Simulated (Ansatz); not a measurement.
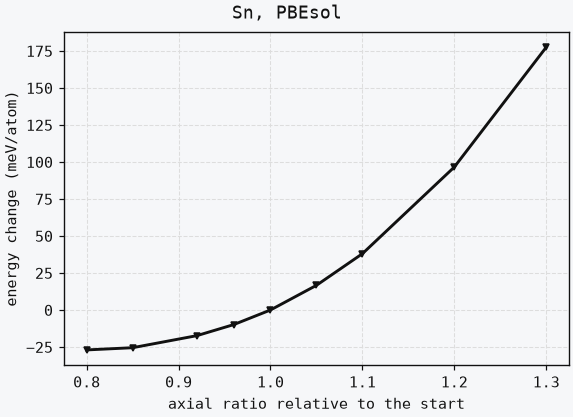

The plot gives the computed energy change against relative axial ratio for Sn, space group I4/mmm (No. 139).

The given structure:
```
CELL_PARAMETERS angstrom
-1.59075 1.59075 2.91565
1.59075 -1.59075 2.91565
1.59075 1.59075 -2.91565
ATOMIC_POSITIONS crystal
Sn 0.00000 0.00000 0.00000
```

How it was computed, with Ansatz 0.2.0: deformation of a crystal at fixed volume, lengths along the axis scaled against those across it, fractional coordinates fixed, by plane-wave density functional theory with PAW datasets, free energies less that of the undisturbed cell, pressure positive in compression; scalar-relativistic. Level: PBEsol, no spin polarisation.

- wave cutoff: 420 eV
- k mesh: 24×24×24
- occupations: Gaussian
- smearing width: 0.15 eV
- k shift: (0, 0, 0) (mesh steps)
- start: as given
- path: tetragonal
- axis direction: (0, 0, 1) (Cartesian unit vector)

From this curve and the settings, what does the calculation give for the pressure at the same points?

The pressure rises from −4.612 GPa at relative axial ratio 0.80 to 0.619 GPa at 1.30, and changes sign near 1.27.

```tsv
axial ratio relative to the start	pressure (GPa)
0.80	-4.612
0.85	-4.602
0.92	-4.504
0.96	-4.348
1.00	-4.110
1.05	-3.709
1.10	-3.119
1.20	-1.463
1.30	0.619
```

Keep in mind: reference crystal is not relaxed; shape and atomic fractions are frozen while scaling, which makes layered, chain and framework solids too stiff.
